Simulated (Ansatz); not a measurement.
Geometry relaxation of W (part 3 of 3)

Continued. System: W (slab, 20 atoms in the cell). Method: DFT PBE, scalar-relativistic, plane waves, PAW, no spin polarisation (Ansatz 0.2.0); cutoff 420 eV, 3×3×1 k-mesh, Gaussian smearing of 0.1 eV. The structure derives from an entry of the Crystallography Open Database. The input holds or restrains some coordinates. Forces given for the steps count only the free coordinates. It belongs to a series of runs on one base structure; here: clean slab, lower planes held.

Geometry of the input (Å; fractional positions):
```
6.3671  0.0000  0.0000
0.0000  6.3671  0.0000
0.0000  0.0000  22.3671
W  0.2500  0.7500  0.3577
W  0.2500  0.2500  0.3577
W  0.7500  0.7500  0.3577
W  0.7500  0.2500  0.3577
W  0.5000  0.5000  0.4288
W  0.5000  0.0000  0.4288
W  0.0000  0.5000  0.4288
W  0.0000  0.0000  0.4288
W  0.7500  0.2500  0.5000
W  0.7500  0.7500  0.5000
W  0.2500  0.2500  0.5000
W  0.2500  0.7500  0.5000
W  0.0000  0.0000  0.5712
W  0.0000  0.5000  0.5712
W  0.5000  0.0000  0.5712
W  0.5000  0.5000  0.5712
W  0.2500  0.7500  0.6423
W  0.2500  0.2500  0.6423
W  0.7500  0.7500  0.6423
W  0.7500  0.2500  0.6423
```

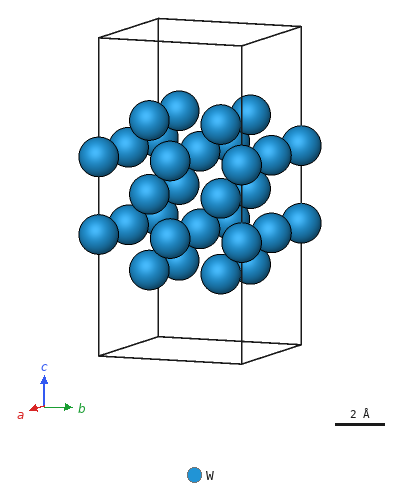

Fig. 1: The geometry at step 4 of the log (spheres-only view of the cell of the calculation, with the vacuum cut short, seen slightly off an axis).

## Output, continued
```
  k-point 2: bands = ["-68.7585", "-68.7423", "-68.7423", "-68.7341", "-68.7221", "-68.7156", "-68.7156", "-68.7104", "-68.5398", "-68.5354", "-68.5353", "-68.5353", "-68.5261", "-68.5076", "-68.5076", "-68.4876", "-68.4422", "-68.4294", "-68.4294", "-68.4036", "-33.4506", "-33.4506", "-33.4454", "-33.3903", "-33.3903", "-33.3777", "-33.3434", "-33.3329", "-33.2817", "-33.2709", "-33.2695", "-33.2695", "-33.2043", "-33.2042", "-33.1625", "-33.1625", "-33.1277", "-33.1277", "-33.1192", "-33.0531",
      "-33.0529", "-33.0364", "-32.9951", "-32.9951", "-32.9904", "-32.9334", "-32.9334", "-32.9312", "-32.9128", "-32.8624", "-32.8624", "-32.8372", "-32.8290", "-32.8225", "-32.7848", "-32.7848", "-32.6346", "-32.6346", "-32.6168", "-32.6004", "-32.5642", "-32.5596", "-32.5596", "-32.5288", "-32.5194", "-32.5084", "-32.4855", "-32.4844", "-32.4844", "-32.4748", "-32.4748", "-32.4453", "-32.3255", "-32.3255", "-32.3149", "-32.3148", "-32.2840", "-32.2840", "-32.2756", "-32.2619",
      "-2.3298", "-0.9823", "-0.9823", "-0.7523", "-0.2961", "0.0036", "0.0036", "0.7212", "0.7583", "0.7583", "0.7996", "0.8137", "1.0946", "1.2434", "1.3908", "1.3908", "1.4548", "1.4548", "1.5470", "1.5485", "1.6653", "1.6653", "1.7357", "1.7579", "2.1795", "2.2117", "2.2117", "2.4196", "2.5287", "2.5287", "2.6253", "2.6515", "2.7647", "2.8046", "2.8263", "2.8263", "2.8820", "2.9968", "2.9968", "3.0116",
      "3.0796", "3.2345", "3.3128", "3.4047", "3.4047", "3.4659", "3.5190", "3.5190", "3.7169", "4.0243", "4.0243", "4.3779", "4.7347", "4.7347", "4.8438", "4.8910", "4.8910", "5.0197", "5.1008", "5.1008", "5.1699", "5.1710", "5.2805", "5.4529", "5.4578", "5.5298", "5.5846", "5.5846", "6.1617", "6.2524", "6.3534", "6.3534", "6.5266", "6.6823", "6.6823", "6.8049", "6.8495", "6.8859", "6.8859", "7.0046",
      "7.1502", "7.1502", "7.3224", "7.3653", "7.6301", "7.6301", "7.8248", "7.8546"]
--- Relaxed structure (6 steps of the walk, 6 accepted, 0 SCFs on fresh bases) ---
  F+E_penalty+E_count = -207675.22436672 eV   max|allowed force component| = 1.816e-2 eV/Å
  atoms:
    - { symbol: W, position: [0.25, 0.75, 0.3576679058] }
    - { symbol: W, position: [0.25, 0.25, 0.3576679058] }
    - { symbol: W, position: [0.75, 0.75, 0.3576679058] }
    - { symbol: W, position: [0.75, 0.25, 0.3576679058] }
    - { symbol: W, position: [0.5, 0.5, 0.4288339529] }
    - { symbol: W, position: [0.5, 0.0, 0.4288339529] }
    - { symbol: W, position: [0.0, 0.5, 0.4288339529] }
    - { symbol: W, position: [0.0, 0.0, 0.4288339529] }
    - { symbol: W, position: [0.75, 0.25, 0.4980394987894051] }
    - { symbol: W, position: [0.75, 0.75, 0.4980394987894051] }
    - { symbol: W, position: [0.25, 0.25, 0.4980394987894051] }
    - { symbol: W, position: [0.25, 0.75, 0.4980394987894051] }
    - { symbol: W, position: [5.7471328514243605e-34, 7.940117755257339e-35, 0.5722939087921624] }
    - { symbol: W, position: [4.4710424979008595e-34, 0.5, 0.5722939087921624] }
    - { symbol: W, position: [0.5, 8.034642966629451e-35, 0.5722939087921624] }
    - { symbol: W, position: [0.5, 0.5, 0.5722939087921624] }
    - { symbol: W, position: [0.25, 0.75, 0.634196287287341] }
    - { symbol: W, position: [0.25, 0.25, 0.634196287287341] }
    - { symbol: W, position: [0.75, 0.75, 0.634196287287341] }
    - { symbol: W, position: [0.75, 0.25, 0.634196287287341] }
```

## Trajectory as extended XYZ (Å, eV, eV/Å), 6 frames, from step=1 to step=6
```
20
Lattice="6.3671 0.0000 0.0000 0.0000 6.3671 0.0000 0.0000 0.0000 22.3671" Properties=species:S:1:pos:R:3:forces:R:3 step=1 energy=-207674.54547
W     1.5918    4.7753    8.0000    0.0000   0.0000   1.6052
W     1.5918    1.5918    8.0000    0.0000   0.0000   1.6052
W     4.7753    4.7753    8.0000    0.0000   0.0000   1.6052
W     4.7753    1.5918    8.0000    0.0000   0.0000   1.6052
W     3.1836    3.1836    9.5918    0.0000   0.0000  -1.5194
W     3.1836    0.0000    9.5918    0.0000   0.0000  -1.5194
W     0.0000    3.1836    9.5918    0.0000   0.0000  -1.5194
W     0.0000    0.0000    9.5918    0.0000   0.0000  -1.5194
W     4.7753    1.5918   11.1836    0.0000   0.0000   0.0000
W     4.7753    4.7753   11.1836    0.0000   0.0000   0.0000
W     1.5918    1.5918   11.1836    0.0000   0.0000   0.0000
W     1.5918    4.7753   11.1836    0.0000   0.0000   0.0000
W     0.0000    0.0000   12.7753    0.0000   0.0000   1.5194
W     0.0000    3.1836   12.7753    0.0000   0.0000   1.5194
W     3.1836    0.0000   12.7753    0.0000   0.0000   1.5194
W     3.1836    3.1836   12.7753    0.0000   0.0000   1.5194
W     1.5918    4.7753   14.3671    0.0000   0.0000  -1.6052
W     1.5918    1.5918   14.3671    0.0000   0.0000  -1.6052
W     4.7753    4.7753   14.3671    0.0000   0.0000  -1.6052
W     4.7753    1.5918   14.3671    0.0000   0.0000  -1.6052
20
Lattice="6.3671 0.0000 0.0000 0.0000 6.3671 0.0000 0.0000 0.0000 22.3671" Properties=species:S:1:pos:R:3:forces:R:3 step=2 energy=-207674.79248
W     1.5918    4.7753    8.0000    0.0000   0.0000   1.7786
W     1.5918    1.5918    8.0000    0.0000   0.0000   1.7786
W     4.7753    4.7753    8.0000    0.0000   0.0000   1.7786
W     4.7753    1.5918    8.0000    0.0000   0.0000   1.7786
W     3.1836    3.1836    9.5918    0.0000   0.0000  -0.8226
W     3.1836    0.0000    9.5918    0.0000   0.0000  -0.8226
W     0.0000    3.1836    9.5918    0.0000   0.0000  -0.8226
W     0.0000    0.0000    9.5918    0.0000   0.0000  -0.8226
W     4.7753    1.5918   11.2134    0.0000   0.0000  -0.8194
W     4.7753    4.7753   11.2134    0.0000   0.0000  -0.8194
W     1.5918    1.5918   11.2134    0.0000   0.0000  -0.8194
W     1.5918    4.7753   11.2134    0.0000   0.0000  -0.8194
W     0.0000    0.0000   12.8930    0.0000   0.0000  -1.4715
W     0.0000    3.1836   12.8930    0.0000   0.0000  -1.4715
W     3.1836    0.0000   12.8930    0.0000   0.0000  -1.4715
W     3.1836    3.1836   12.8930    0.0000   0.0000  -1.4715
W     1.5918    4.7753   14.1728    0.0000   0.0000   1.3351
W     1.5918    1.5918   14.1728    0.0000   0.0000   1.3351
W     4.7753    4.7753   14.1728    0.0000   0.0000   1.3351
W     4.7753    1.5918   14.1728    0.0000   0.0000   1.3351
20
Lattice="6.3671 0.0000 0.0000 0.0000 6.3671 0.0000 0.0000 0.0000 22.3671" Properties=species:S:1:pos:R:3:forces:R:3 step=3 energy=-207675.16082
W     1.5918    4.7753    8.0000    0.0000   0.0000   1.4562
W     1.5918    1.5918    8.0000    0.0000   0.0000   1.4562
W     4.7753    4.7753    8.0000    0.0000   0.0000   1.4562
W     4.7753    1.5918    8.0000    0.0000   0.0000   1.4562
W     3.1836    3.1836    9.5918    0.0000   0.0000  -1.9701
W     3.1836    0.0000    9.5918    0.0000   0.0000  -1.9701
W     0.0000    3.1836    9.5918    0.0000   0.0000  -1.9701
W     0.0000    0.0000    9.5918    0.0000   0.0000  -1.9701
W     4.7753    1.5918   11.1110    0.0000   0.0000  -0.0233
W     4.7753    4.7753   11.1110    0.0000   0.0000  -0.0233
W     1.5918    1.5918   11.1110    0.0000   0.0000  -0.0233
W     1.5918    4.7753   11.1110    0.0000   0.0000  -0.0233
W     0.0000    0.0000   12.7403    0.0000   0.0000   0.3753
W     0.0000    3.1836   12.7403    0.0000   0.0000   0.3753
W     3.1836    0.0000   12.7403    0.0000   0.0000   0.3753
W     3.1836    3.1836   12.7403    0.0000   0.0000   0.3753
W     1.5918    4.7753   14.1198    0.0000   0.0000   0.1606
W     1.5918    1.5918   14.1198    0.0000   0.0000   0.1606
W     4.7753    4.7753   14.1198    0.0000   0.0000   0.1606
W     4.7753    1.5918   14.1198    0.0000   0.0000   0.1606
20
Lattice="6.3671 0.0000 0.0000 0.0000 6.3671 0.0000 0.0000 0.0000 22.3671" Properties=species:S:1:pos:R:3:forces:R:3 step=4 energy=-207675.21895
W     1.5918    4.7753    8.0000    0.0000   0.0000   1.5209
W     1.5918    1.5918    8.0000    0.0000   0.0000   1.5209
W     4.7753    4.7753    8.0000    0.0000   0.0000   1.5209
W     4.7753    1.5918    8.0000    0.0000   0.0000   1.5209
W     3.1836    3.1836    9.5918    0.0000   0.0000  -1.4433
W     3.1836    0.0000    9.5918    0.0000   0.0000  -1.4433
W     0.0000    3.1836    9.5918    0.0000   0.0000  -1.4433
W     0.0000    0.0000    9.5918    0.0000   0.0000  -1.4433
W     4.7753    1.5918   11.1434    0.0000   0.0000   0.0574
W     4.7753    4.7753   11.1434    0.0000   0.0000   0.0574
W     1.5918    1.5918   11.1434    0.0000   0.0000   0.0574
W     1.5918    4.7753   11.1434    0.0000   0.0000   0.0574
W     0.0000    0.0000   12.8119    0.0000   0.0000   0.0019
W     0.0000    3.1836   12.8119    0.0000   0.0000   0.0019
W     3.1836    0.0000   12.8119    0.0000   0.0000   0.0019
W     3.1836    3.1836   12.8119    0.0000   0.0000   0.0019
W     1.5918    4.7753   14.2074    0.0000   0.0000  -0.1368
W     1.5918    1.5918   14.2074    0.0000   0.0000  -0.1368
W     4.7753    4.7753   14.2074    0.0000   0.0000  -0.1368
W     4.7753    1.5918   14.2074    0.0000   0.0000  -0.1368
20
Lattice="6.3671 0.0000 0.0000 0.0000 6.3671 0.0000 0.0000 0.0000 22.3671" Properties=species:S:1:pos:R:3:forces:R:3 step=5 energy=-207675.22437
W     1.5918    4.7753    8.0000    0.0000   0.0000   1.5267
W     1.5918    1.5918    8.0000    0.0000   0.0000   1.5267
W     4.7753    4.7753    8.0000    0.0000   0.0000   1.5267
W     4.7753    1.5918    8.0000    0.0000   0.0000   1.5267
W     3.1836    3.1836    9.5918    0.0000   0.0000  -1.5154
W     3.1836    0.0000    9.5918    0.0000   0.0000  -1.5154
W     0.0000    3.1836    9.5918    0.0000   0.0000  -1.5154
W     0.0000    0.0000    9.5918    0.0000   0.0000  -1.5154
W     4.7753    1.5918   11.1397    0.0000   0.0000  -0.0181
W     4.7753    4.7753   11.1397    0.0000   0.0000  -0.0181
W     1.5918    1.5918   11.1397    0.0000   0.0000  -0.0181
W     1.5918    4.7753   11.1397    0.0000   0.0000  -0.0181
W     0.0000    0.0000   12.8006    0.0000   0.0000  -0.0031
W     0.0000    3.1836   12.8006    0.0000   0.0000  -0.0031
W     3.1836    0.0000   12.8006    0.0000   0.0000  -0.0031
W     3.1836    3.1836   12.8006    0.0000   0.0000  -0.0031
W     1.5918    4.7753   14.1851    0.0000   0.0000   0.0097
W     1.5918    1.5918   14.1851    0.0000   0.0000   0.0097
W     4.7753    4.7753   14.1851    0.0000   0.0000   0.0097
W     4.7753    1.5918   14.1851    0.0000   0.0000   0.0097
20
Lattice="6.3671 0.0000 0.0000 0.0000 6.3671 0.0000 0.0000 0.0000 22.3671" Properties=species:S:1:pos:R:3:forces:R:3 step=6 energy=-207675.22437
W     1.5918    4.7753    8.0000    0.0000   0.0000   1.5267
W     1.5918    1.5918    8.0000    0.0000   0.0000   1.5267
W     4.7753    4.7753    8.0000    0.0000   0.0000   1.5267
W     4.7753    1.5918    8.0000    0.0000   0.0000   1.5267
W     3.1836    3.1836    9.5918    0.0000   0.0000  -1.5154
W     3.1836    0.0000    9.5918    0.0000   0.0000  -1.5154
W     0.0000    3.1836    9.5918    0.0000   0.0000  -1.5154
W     0.0000    0.0000    9.5918    0.0000   0.0000  -1.5154
W     4.7753    1.5918   11.1397    0.0000   0.0000  -0.0182
W     4.7753    4.7753   11.1397    0.0000   0.0000  -0.0182
W     1.5918    1.5918   11.1397    0.0000   0.0000  -0.0182
W     1.5918    4.7753   11.1397    0.0000   0.0000  -0.0182
W     0.0000    0.0000   12.8006    0.0000   0.0000  -0.0029
W     0.0000    3.1836   12.8006    0.0000   0.0000  -0.0029
W     3.1836    0.0000   12.8006    0.0000   0.0000  -0.0029
W     3.1836    3.1836   12.8006    0.0000   0.0000  -0.0029
W     1.5918    4.7753   14.1851    0.0000   0.0000   0.0099
W     1.5918    1.5918   14.1851    0.0000   0.0000   0.0099
W     4.7753    4.7753   14.1851    0.0000   0.0000   0.0099
W     4.7753    1.5918   14.1851    0.0000   0.0000   0.0099
```

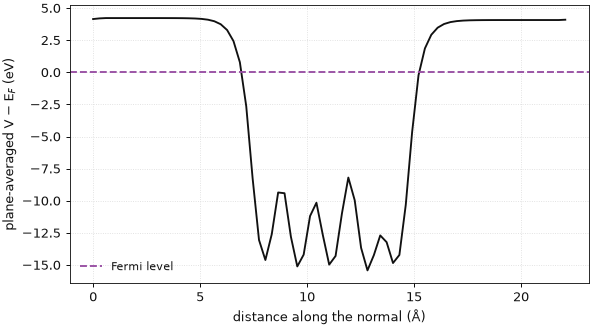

Fig. 2: Plane average of the electrostatic potential energy of an electron across the cell, from the Fermi level. The vacuum level lies 4.07 eV above the Fermi level on the upper side and 4.22 eV on the lower.

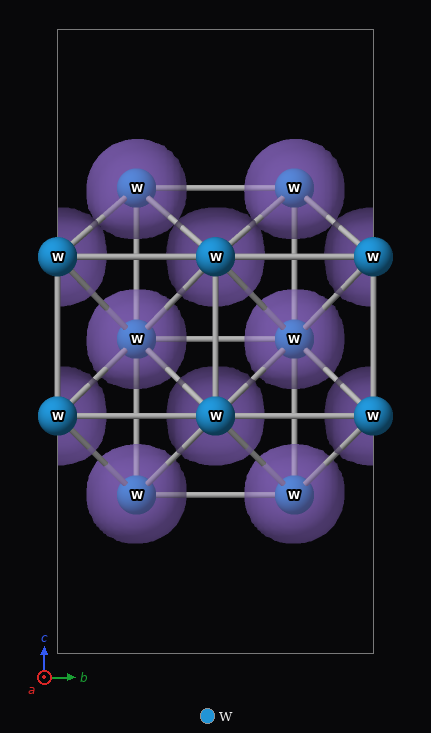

Fig. 3: Isosurface of the valence electron density at 0.6 e/Å³ (purple), seen along the a axis. Sticks mark near contacts. At this value the density breaks into separate islands; it holds about 70 % of the electrons treated as valence (semicore included). It is pinched off along the W–W (2.64 Å), W–W (2.73 Å), W–W (2.80 Å) and W–W (3.05 Å) contacts. On the grid the lowest density along these lines, outside the cores, is 0.51 e/Å³ (W–W, 2.64 Å), 0.42 e/Å³ (W–W, 2.73 Å), 0.38 e/Å³ (W–W, 2.80 Å) and 0.3 e/Å³ (W–W, 3.05 Å). In a PAW calculation such maps are meaningful between the atoms, not at the nuclei.

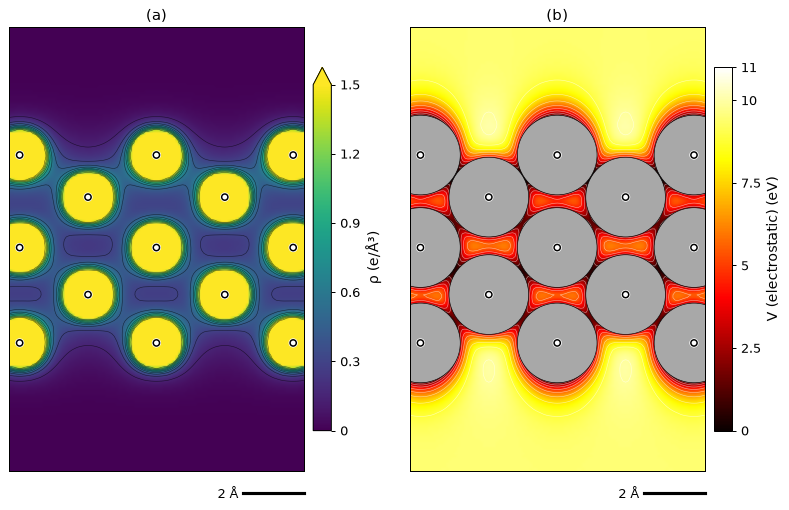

Fig. 4: (a) valence pseudo-density; (b) electrostatic potential (local pseudopotential plus Hartree) felt by an electron on the (11̄0) plane of the calculation cell, a cut from vacuum to vacuum. Circles mark the nuclei in the plane (W). Grey discs, where drawn, cover atomic cores. Atoms in the plane: W. W–W (2.64 Å): ρ at the midpoint is about 0.51 e/Å³. W–W (2.76 Å): the density is about 0.43 e/Å³ at the midpoint. W–W (2.80 Å): ρ is about 0.38 e/Å³ halfway. W–W (3.05 Å): ρ at the midpoint is about 0.31 e/Å³. The density dies away to nearly zero in the vacuum.

## Results in brief

- outcome: converged under the restraints of the input
- electrons treated: 280
- free energy: −207675.2244 eV
- work function, top face: 4.07 eV
- work function, bottom face: 4.22 eV
- Fermi energy: 5.290 eV
- gap on the k-point mesh: none (metallic)
- final volume: 906.77 Å³
- work function (upper face): 4.07 eV
- largest force (length of the vector) at the end, held atoms and coordinates included: 1.527 eV/Å
- hardware: 4 threads of Intel Xeon (Granite Rapids), 32 GiB of memory available, shared host
- wall time: 50 s (CPU time 3.2 min)
- peak memory: 2.1 GiB

## Notes

Warnings of the run: the exchange-correlation potential is rough where the density is thin. Spin–orbit coupling is left out, which matters for W.
